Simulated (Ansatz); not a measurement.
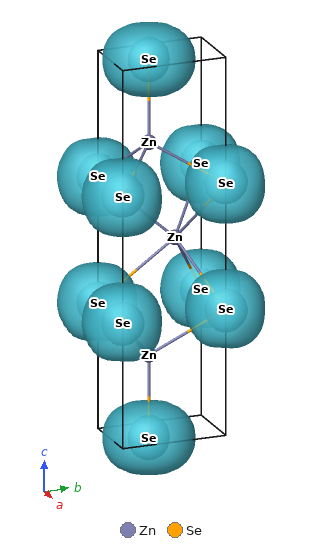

The picture shows: ZnSe. Isosurface of the ELF at 0.7 (cyan), seen slightly off an axis. Core shells and regions of very low density are left out. Sticks mark near contacts.

Space group P-6m2; a structure generated by program, which may or may not match a known phase.

These are results of Ansatz 0.2.0, DFT PBE, scalar-relativistic, plane waves, PAW, not measurements.

Core electrons are frozen (PAW), and the valence fields are smoothed inside the atomic spheres.

Input

```
crystal:
  lattice:
    - [3.8329923258, 0.0, 0.0]
    - [-1.9164961629, 3.3194687267, 0.0]
    - [0.0, 0.0, 10.7514556025]
  atoms:
    - { symbol: Zn, position: [0.6666666667, 0.3333333333, 0.2195672304] }
    - { symbol: Zn, position: [0.6666666667, 0.3333333333, 0.7804327696] }
    - { symbol: Zn, position: [0.3333333333, 0.6666666667, 0.5] }
    - { symbol: Se, position: [0.0, 0.0, 0.3343702969] }
    - { symbol: Se, position: [0.0, 0.0, 0.6656297031] }
    - { symbol: Se, position: [0.6666666667, 0.3333333333, 0.0] }
basis:
  ecutwfc: 420
kpoints:
  mp_grid: { grid: [12, 12, 4] }
hamiltonian:
  xc: pbe
scf:
  occupations: { method: gaussian, width: 0.1 }
output:
  forces: true
  stress: true
  eigenvalues: true
  write_density: true
  write_potential: true
  elf: true
  volumetric_format: npy
relax:
  adjacent_minimum: "off"
  f_tol: 0.01
  max_steps: 80
  cell: { stress_tol: 0.05 }
```

Command:

```sh
ansatz run input.yaml --threads 1 --pin off --max-ram 2560MiB --backend cpu --events-out ev --progress --plain --runs-dir out
```

Below, planes, directions and counts refer to the conventional cell (a = 3.82 Å, b = 3.82 Å, c = 10.78 Å, α = 90.00°, β = 90.00°, γ = 120.00°).

The fields are those of the run's last geometry, not of the input's.

> What do the ELF domains correspond to?

At this value the surface marks out three regions wrapped around Se (the valence shell of each), counted in one cell of 6 atoms. Any copies at cell faces, edges or corners count once. Along the contacts the grid gives the following. Zn–Se (2.36 Å): the ELF is about 0.55 at the midpoint. Zn–Se (2.53 Å): the ELF is about 0.55 at the midpoint.
